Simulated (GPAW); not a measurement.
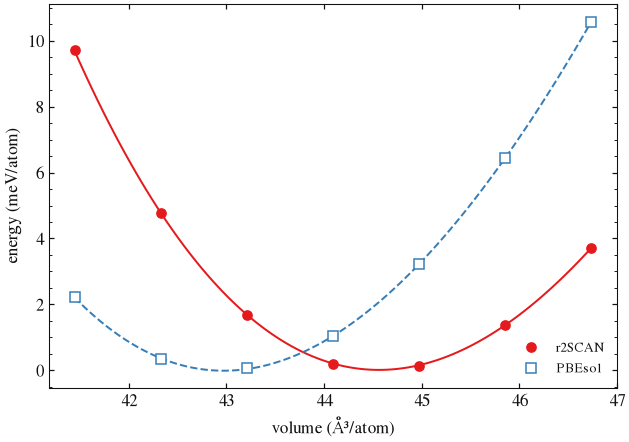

The figure shows the energy against volume, with one curve for each functional, for KI (space group Fm-3m).

Calculation (GPAW 26.7.0): PAW DFT in plane waves, on a grid or in atomic orbitals, no spin polarisation; energies at scaled volumes of the given cell, shape and fractions fixed, counted from the fit's minimum, third-order Birch-Murnaghan fit. All runs: no spin polarisation.

| setting | value |
| --- | --- |
| k mesh | 7×7×7 |
| occupations | Fermi–Dirac |
| smearing width | 0.05 eV |
| wave cutoff | 600 eV |

Settings that differ: r2SCAN: potentials GPAW-PAW-data-sets-(gpaw-data-1.2.1); PBEsol: potentials PAW-data-sets-made-by gpaw-setup-for-the-functional.

Order the curves by fitted equilibrium volume, smallest first.

Answer. PBEsol 42.971, r2SCAN 44.561 Å³/atom.

The computed values:

r2SCAN:
```csv
volume (Å³/atom),energy (meV/atom)
41.45,9.72
42.33,4.77
43.21,1.69
44.09,0.20
44.97,0.14
45.85,1.36
46.74,3.72
```

PBEsol:
```csv
volume (Å³/atom),energy (meV/atom)
41.45,2.22
42.33,0.35
43.21,0.07
44.09,1.05
44.97,3.22
45.85,6.43
46.74,10.56
```
